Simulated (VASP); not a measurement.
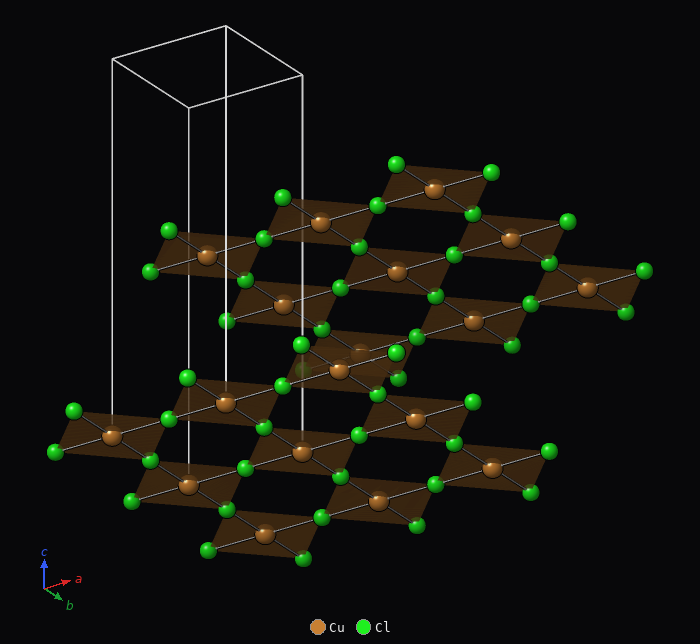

Polyhedra are drawn about Cu (bonds: Cl–Cu below 2.5 Å); other atoms are plain spheres.

The compound is CuCl2 (space group I4/mmm, No. 139), taken as the end point of a relaxation with VASP, VASP Kohn-Sham DFT of a periodic cell, r2SCAN, VASP PAW PBE potentials, recommended.

Sharing among the drawn polyhedra:

```
site    polyhedron  corner-sharing neighbours  edge-sharing  face-sharing  bond (Å)
  Cu  CuCl4 square                          4             0             0      2.25
```

They form layers of corner-sharing squares parallel to (001).
